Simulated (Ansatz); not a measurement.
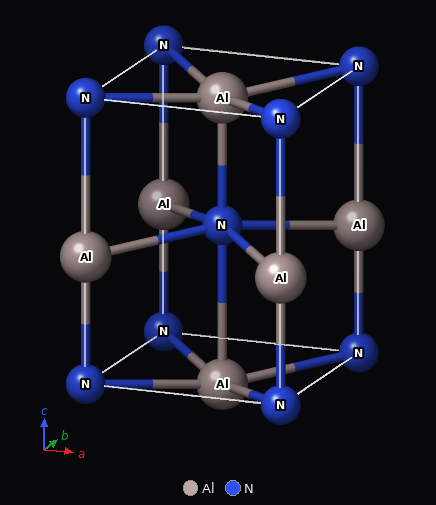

Ball-and-stick drawing of the structure, looking slightly off an axis. Thin lines show the conventional unit cell, with boundary atoms drawn in all their periodic places.

AlN, space group I4mm (No. 107), a = 2.88 Å, b = 2.88 Å, c = 4.07 Å, α = 90.00°, β = 90.00°, γ = 90.00°.

The calculation used Ansatz, DFT PBE, scalar-relativistic, plane waves, PAW, with a kinetic-energy cutoff of 420 eV, k-points about 0.27 Å⁻¹ apart, Gaussian smearing of 0.05 eV, no spin polarisation.

### Metal or not?

An insulator at this level, with a gap of 4.31 eV on the k-mesh (the true edges may lie between mesh points, so the gap can be somewhat smaller).

### Which way would the volume go on relaxing?

The computed pressure is 8.6 GPa (compressed: it would expand). The stress isn't hydrostatic: its largest component is 28.6 GPa.

Its origin is a structure listed in the Materials Project. The cell was then strained or its atoms displaced on purpose. Ansatz was used for an electronic-structure calculation on it.

At this level of theory the run's own cell isn't at rest (compressed, at 9 GPa and forces up to 2.2 eV/Å), so its distances can differ from those at equilibrium, the more so the softer the solid.
